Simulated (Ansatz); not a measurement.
```
Sc
1.0
     3.80354    0.00000    0.00000
     0.00000    3.80354    0.00000
     0.00000    0.00000    3.40755
Sc
2
Direct
  0.00000 0.00000 0.00000
  0.50000 0.50000 0.50000
```

Space group I4/mmm; a structure from a database of computed crystals, not necessarily the ambient phase; changed on purpose from its base cell (functional PBE, strained and moved within the space group); computed without spin polarisation.

Level of theory: Ansatz, DFT PBE, scalar-relativistic, plane waves, PAW.

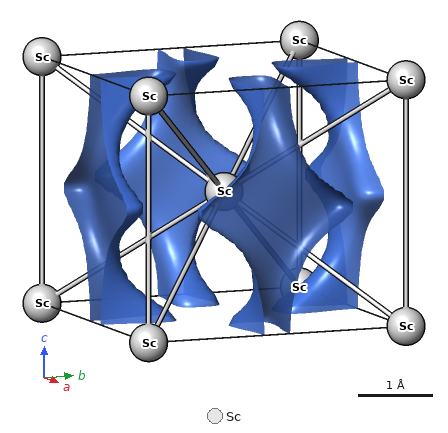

Sc. Isosurface of the ELF at 0.6 (blue), seen slightly off an axis. Only the valence region is drawn (cores and ρ < 0.01 e/Å³ removed). Sticks mark near contacts.

What do the ELF domains correspond to?

The ELF exceeds this value in channels that run through the cell in one direction, counted in one cell of 2 atoms. Regions shared between cells count once. There are no localised bonds or lone pairs at this value.

Values along the shortest contacts:
Sc–Sc (3.18 Å): the ELF is about 0.15 at the midpoint; no localised pair shows between them. Sc–Sc (3.41 Å): the ELF is about 0.45 at the midpoint.

Does the calculation give a band gap?

It is metallic or semimetallic at this level of theory: no gap opens.
